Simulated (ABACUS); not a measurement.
## MgO: band-structure run (part 2 of 2)

MgO (2 atoms in the cell); Kohn-Sham DFT of a periodic cell, PBEsol, Ansatz NC PBE, no spin polarisation (ABACUS 3.10.1); cutoff 1360.57 eV, 10×10×10 k-mesh, fermi-dirac of 0.05 eV. The structure derives from a Materials Project entry.

Geometry of the input (Å; fractional positions):
```
0.0000  2.0970  2.0970
2.0970  0.0000  2.0970
2.0970  2.0970  0.0000
Mg 0.0000  0.0000  0.0000
O  0.5000  0.5000  0.5000
```

## Log, continued
```
----------------------------------------------------------
 E_KohnSham     -152.7204225416      -2077.8679475330
 E_Harris       -152.7127253684      -2077.7632221191
 E_Fermi        0.7683634206         10.4541206553
----------------------------------------------------------

 LCAO ALGORITHM --------------- ION=   1  ELEC=   5--------------------------------

 Density error is 0.000451434536779
----------------------------------------------------------
     Energy           Rydberg                 eV
----------------------------------------------------------
 E_KohnSham     -152.7204268501      -2077.8680061533
 E_Harris       -152.7228087038      -2077.9004129353
 E_Fermi        0.7690462990         10.4634116924
----------------------------------------------------------

 LCAO ALGORITHM --------------- ION=   1  ELEC=   6--------------------------------

 Density error is 5.55833417303e-05
----------------------------------------------------------
     Energy           Rydberg                 eV
----------------------------------------------------------
 E_KohnSham     -152.7204269993      -2077.8680081832
 E_Harris       -152.7203855695      -2077.8674445022
 E_Fermi        0.7688748970         10.4610796482
----------------------------------------------------------

 LCAO ALGORITHM --------------- ION=   1  ELEC=   7--------------------------------

 Density error is 1.14590647064e-06
----------------------------------------------------------
     Energy           Rydberg                 eV
----------------------------------------------------------
 E_KohnSham     -152.7204270023      -2077.8680082237
 E_Harris       -152.7204408144      -2077.8681961478
 E_Fermi        0.7688830596         10.4611907057
----------------------------------------------------------

 LCAO ALGORITHM --------------- ION=   1  ELEC=   8--------------------------------

 Density error is 1.01544468011e-07
----------------------------------------------------------
     Energy           Rydberg                 eV
----------------------------------------------------------
 E_KohnSham     -152.7204270023      -2077.8680082237
 E_Harris       -152.7204245910      -2077.8679754173
 E_Fermi        0.7688821531         10.4611783723
----------------------------------------------------------

 LCAO ALGORITHM --------------- ION=   1  ELEC=   9--------------------------------

 Density error is 1.39634639025e-08
----------------------------------------------------------
     Energy           Rydberg                 eV
----------------------------------------------------------
 E_KohnSham     -152.7204270023      -2077.8680082237
 E_KS(sigma->0) -152.7204270023      -2077.8680082237
 E_Harris       -152.7204272858      -2077.8680120811
 E_band         -21.3351488098       -290.2795914906
 E_one_elec     -73.7626554483       -1003.5924137082
 E_Hartree      41.3312315942        562.3402550386
 E_xc           -25.1142374600       -341.6967303814
 E_Ewald        -95.1747656881       -1294.9191191727
 E_entropy(-TS) 0.0000000000         0.0000000000
 E_descf        0.0000000000         0.0000000000
 E_exx          0.0000000000         0.0000000000
 E_Fermi        0.7688822914         10.4611802542
----------------------------------------------------------

 charge density convergence is achieved
 final etot is -2077.8680082 eV
 EFERMI = 10.461180254 eV

 STATE ENERGY(eV) AND OCCUPATIONS    NSPIN == 1
 1/47 kpoint (Cartesian) = 0.0000 0.0000 0.0000 (520 pws)
       1       -63.9198     0.00200000
       2       -30.6034     0.00200000
       3       -30.6034     0.00200000
       4       -30.6034     0.00200000
       5       -9.13101     0.00200000
       6        8.23846     0.00200000
       7        8.23846     0.00200000
       8        8.23846     0.00200000
       9        12.9428    5.57271e-25
      10        26.4584        0.00000
      11        26.4584        0.00000
      12        26.4584        0.00000
      13        31.8528        0.00000
      14        31.8528        0.00000
      15        33.0615        0.00000
      16        33.0615        0.00000
      17        33.0615        0.00000
      18        58.1054        0.00000

 2/47 kpoint (Cartesian) = 0.070711 0.070711 0.070711 (526 pws)
       1       -63.9189      0.0160000
       2       -30.6125      0.0160000
       3       -30.6043      0.0160000
       4       -30.6043      0.0160000
       5       -9.01614      0.0160000
       6        7.55871      0.0160000
       7        8.16723      0.0160000
       8        8.16723      0.0160000
       9        13.5919    1.02491e-29
      10        25.1871        0.00000
      11        26.5529        0.00000
      12        26.5529        0.00000
      13        30.4080        0.00000
      14        30.4080        0.00000
      15        34.2962        0.00000
      16        35.6839        0.00000
      17        35.6839        0.00000
      18        55.0058        0.00000

 3/47 kpoint (Cartesian) = 0.14142 0.14142 0.14142 (528 pws)
       1       -63.9165      0.0160000
       2       -30.6362      0.0160000
       3       -30.6067      0.0160000
       4       -30.6067      0.0160000
       5       -8.70202      0.0160000
       6        6.18187      0.0160000
       7        7.98678      0.0160000
       8        7.98678      0.0160000
       9        14.8141    2.48469e-40
      10        22.9102        0.00000
      11        26.1642        0.00000
      12        26.1642        0.00000
      13        30.6174        0.00000
      14        30.6174        0.00000
      15        35.9238        0.00000
      16        39.3550        0.00000
      17        39.3550        0.00000
      18        49.4082        0.00000

 4/47 kpoint (Cartesian) = 0.21213 0.21213 0.21213 (526 pws)
       1       -63.9136      0.0160000
       2       -30.6653      0.0160000
       3       -30.6096      0.0160000
       4       -30.6096      0.0160000
       5       -8.27755      0.0160000
       6        4.80138      0.0160000
       7        7.77464      0.0160000
       8        7.77464      0.0160000
       9        15.7289    2.81238e-48
      10        21.2141        0.00000
      11        25.3475        0.00000
      12        25.3475        0.00000
      13        32.7436        0.00000
      14        32.7436        0.00000
      15        33.8989        0.00000
      16        42.6747        0.00000
      17        42.6747        0.00000
      18        44.3578        0.00000

 5/47 kpoint (Cartesian) = 0.28284 0.28284 0.28284 (525 pws)
       1       -63.9112      0.0160000
       2       -30.6886      0.0160000
       3       -30.6121      0.0160000
       4       -30.6121      0.0160000
       5       -7.89460      0.0160000
       6        3.79530      0.0160000
       7        7.61088      0.0160000
       8        7.61088      0.0160000
       9        16.0289    6.97438e-51
      10        20.8780        0.00000
      11        24.7618        0.00000
      12        24.7618        0.00000
      13        31.7929        0.00000
      14        35.6593        0.00000
      15        35.6593        0.00000
      16        42.0502        0.00000
      17        43.8812        0.00000
      18        43.8812        0.00000

 6/47 kpoint (Cartesian) = 0.35355 0.35355 0.35355 (526 pws)
       1       -63.9103     0.00800000
       2       -30.6975     0.00800000
       3       -30.6130     0.00800000
       4       -30.6130     0.00800000
       5       -7.73679     0.00800000
       6        3.42273     0.00800000
       7        7.55004     0.00800000
       8        7.55004     0.00800000
       9        16.0518    2.20635e-51
      10        20.9594        0.00000
      11        24.5604        0.00000
      12        24.5604        0.00000
      13        31.2265        0.00000
      14        37.5268        0.00000
      15        37.5268        0.00000
      16        41.2147        0.00000
      17        43.1161        0.00000
      18        43.1161        0.00000

[... levels at 41 further k points ...]

 correction force for each atom along direction 1 is -6.03920e-14
 correction force for each atom along direction 2 is -9.60597e-15
 correction force for each atom along direction 3 is -4.14019e-14
------------------------------------------------------------------------------------------
 TOTAL-FORCE (eV/Angstrom)
------------------------------------------------------------------------------------------
                       Mg1         0.0000000000         0.0000000000         0.0000000000
                        O1         0.0000000000         0.0000000000         0.0000000000
------------------------------------------------------------------------------------------

----------------------------------------------------------------
 TOTAL-STRESS (KBAR)
----------------------------------------------------------------
        37.8510589257         0.0000000000         0.0000000000
         0.0000000000        37.8510589257         0.0000000000
         0.0000000000        -0.0000000000        37.8510589257
----------------------------------------------------------------
 TOTAL-PRESSURE: 37.851059 KBAR

 --------------------------------------------
 !FINAL_ETOT_IS -2077.8680082237019633 eV
 --------------------------------------------
```

## Standard output
```
ABACUS v3.10.1

               Atomic-orbital Based Ab-initio Computation at UStc

 dft_functional readin is: pbesol
 dft_functional in pseudopot file is: PBE
 Please make sure this is what you need
 dft_functional readin is: pbesol
 dft_functional in pseudopot file is: PBE
 Please make sure this is what you need

%%%%%%%%%%%%%%%%%%%%%%%%%%%%%%%%%%%%%%%%%%%%%%%%%%%%%%%%%%%%%%%%%%%%%%%%%%%%%%%%%%%%%%%%%%%%%%%%%%%%%%%%%
 Warning: the number of valence electrons in pseudopotential > 2 for Mg: [Ne] 3s2
 Pseudopotentials with additional electrons can yield (more) accurate outcomes, but may be less efficient.
 If you're confident that your chosen pseudopotential is appropriate, you can safely ignore this warning.
%%%%%%%%%%%%%%%%%%%%%%%%%%%%%%%%%%%%%%%%%%%%%%%%%%%%%%%%%%%%%%%%%%%%%%%%%%%%%%%%%%%%%%%%%%%%%%%%%%%%%%%%%

 UNIFORM GRID DIM        : 36 * 36 * 36
 UNIFORM GRID DIM(BIG)   : 12 * 12 * 12
 ---------------------------------------------------------
 Self-consistent calculations for electrons
 ---------------------------------------------------------
 SPIN    KPOINTS         PROCESSORS  THREADS     NBASE
 1       47              4           4           27
 ---------------------------------------------------------
 Use Systematically Improvable Atomic bases
 ---------------------------------------------------------
 ELEMENT ORBITALS        NBASE       NATOM       XC
 Mg      3s2p1d-8au      14          1
 O       2s2p1d-6au      13          1
 ---------------------------------------------------------
 Initial plane wave basis and FFT box
 ---------------------------------------------------------
 -------------------------------------------
 SELF-CONSISTENT :
 -------------------------------------------
 START CHARGE      : atomic
 ITER       ETOT/eV          EDIFF/eV         DRHO     TIME/s
 GE1     -2.07602569e+03   0.00000000e+00   1.0519e-01   0.68
 GE2     -2.07747718e+03  -1.45148438e+00   6.7844e-02   0.66
 GE3     -2.07786297e+03  -3.85787956e-01   1.6907e-02   0.55
 GE4     -2.07786795e+03  -4.98196281e-03   1.4010e-03   0.43
 GE5     -2.07786801e+03  -5.86202766e-05   4.5143e-04   0.45
 GE6     -2.07786801e+03  -2.02999167e-06   5.5583e-05   0.44
 GE7     -2.07786801e+03  -4.04477532e-08   1.1459e-06   0.42
 GE8     -2.07786801e+03  -6.18715512e-12   1.0154e-07   0.43
 GE9     -2.07786801e+03  -1.54678878e-12   1.3963e-08   0.44
----------------------------------------------------------------
 TOTAL-STRESS (KBAR)
----------------------------------------------------------------
        37.8510589257         0.0000000000         0.0000000000
         0.0000000000        37.8510589257         0.0000000000
         0.0000000000        -0.0000000000        37.8510589257
----------------------------------------------------------------
 TOTAL-PRESSURE: 37.851059 KBAR
```

## File mulliken.txt
```
 0
CALCULATE THE MULLIkEN ANALYSIS FOR EACH ATOM
 Total charge:	16
Decomposed Mulliken populations
0                             Zeta of Mg              Spin 1
s                                      0              2.0005
s                                      1              0.2512
s                                      2             -0.0239
SUM OVER M+Zeta                                       2.2278

pz                                     0              2.0025
px                                     0              2.0017
py                                     0              2.0013
SUM OVER M                                            6.0055
pz                                     1              0.2679
px                                     1              0.2454
py                                     1              0.0768
SUM OVER M                                            0.5901
SUM OVER M+Zeta                                       6.5956

dz^2                                   0              0.0368
dxz                                    0              0.0095
dyz                                    0              0.0159
dx^2-y^2                               0              0.0261
dxy                                    0              0.0135
SUM OVER M                                            0.1017
SUM OVER M+Zeta                                       0.1017

SUM OVER M+Zeta+L                                     8.9251

Total Charge on atom:                 Mg              8.9251


1                              Zeta of O              Spin 1
s                                      0              1.9978
s                                      1             -0.0645
SUM OVER M+Zeta                                       1.9333

pz                                     0              1.6353
px                                     0              1.7031
py                                     0              1.8068
SUM OVER M                                            5.1452
pz                                     1              0.0015
px                                     1             -0.0041
py                                     1             -0.0073
SUM OVER M                                           -0.0099
SUM OVER M+Zeta                                       5.1353

dz^2                                   0              0.0020
dxz                                    0             -0.0004
dyz                                    0              0.0012
dx^2-y^2                               0              0.0012
dxy                                    0              0.0023
SUM OVER M                                            0.0063
SUM OVER M+Zeta                                       0.0063

SUM OVER M+Zeta+L                                     7.0749

Total Charge on atom:                  O              7.0749
```

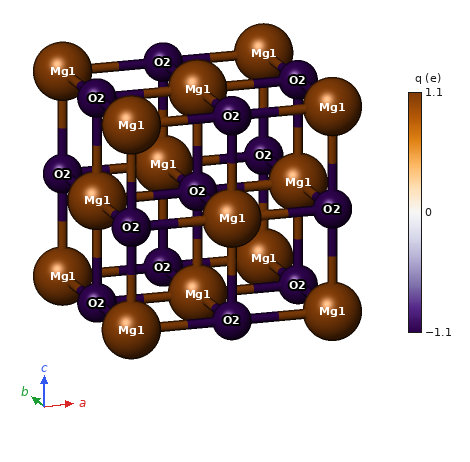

Figure 1. Mulliken charges, as the colour of each atom (ball-and-stick view of the cell 4 times as large as that of the calculation, set on its symmetry axes, seen slightly off an axis; atoms are numbered from 1 in the order of the input). By element: Mg +1.07 and O −1.07 e.

## Key numbers

- outcome: converged
- space group (tolerance 0.01 Å): Fm-3m (225)
- electrons treated: 16
- free energy: −2077.8680 eV
- Fermi energy of the self-consistent step: 10.461 eV
- gap on the k-point mesh: 4.70 eV
- pressure: 3.79 GPa
- largest force (length of the vector): under 0.001 eV/Å
- hardware: 4 threads of Intel Xeon (Sapphire Rapids), 16 GiB of memory available, shared host
- wall time: 5.7 s (CPU time 22 s)
- peak memory: 0.36 GiB

Points of doubt noted for this run: home made orbitals.
